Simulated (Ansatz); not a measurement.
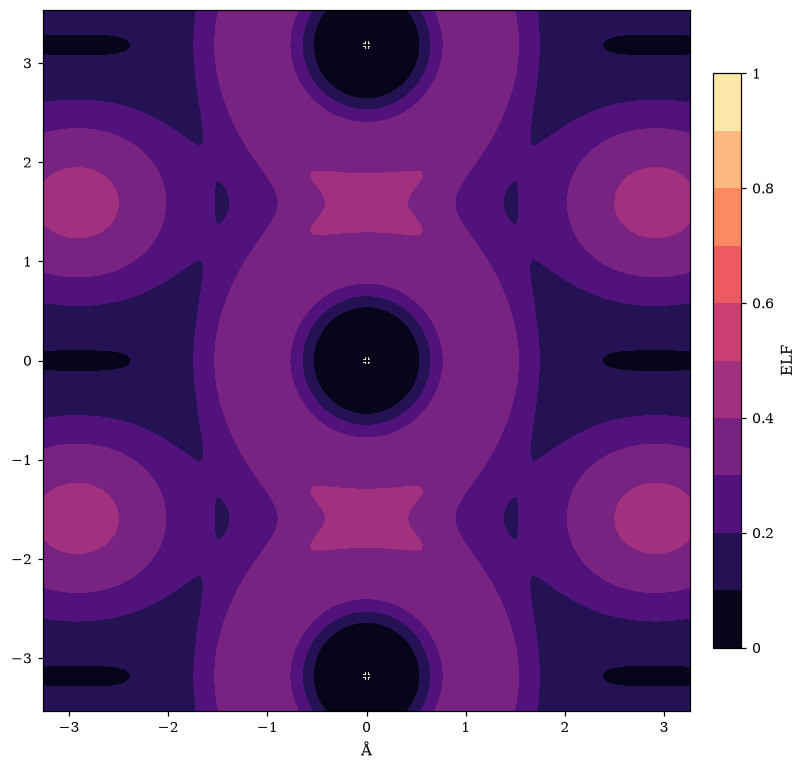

The electron localisation function on a plane through atoms (crosses mark nuclei in the plane).

Computed with DFT PBEsol, scalar-relativistic, plane waves, PAW in Ansatz 0.2.0.

Candidates:
A. Sn, a = 4.48 Å, b = 4.52 Å, c = 5.83 Å, α = 90.00°, β = 90.00°, γ = 90.00°. Space group Fmmm; changed on purpose from its base cell (strain +0.0100 x Voigt [0, 0, 0, 0, 0, 1], atoms carried along); computed pressure about −4 GPa in this cell.
B. WS$_{2}$, a = 3.08 Å, b = 16.95 Å, c = 3.19 Å, α = 90.00°, β = 116.74°, γ = 90.00°. Space group Pm; a structure from a database of computed crystals, not necessarily the ambient phase; changed on purpose from its base cell (strain +0.0750 x Voigt [0, 0, 0, 0, 0, 1], atoms carried along); not relaxed (largest force 0.5 eV/Å).

> Which candidate gave the map?

Candidate A: Sn on the (11̄0) plane of the conventional cell, which holds Sn. Sn–Sn (3.18 Å): the ELF is about 0.45 at the midpoint.
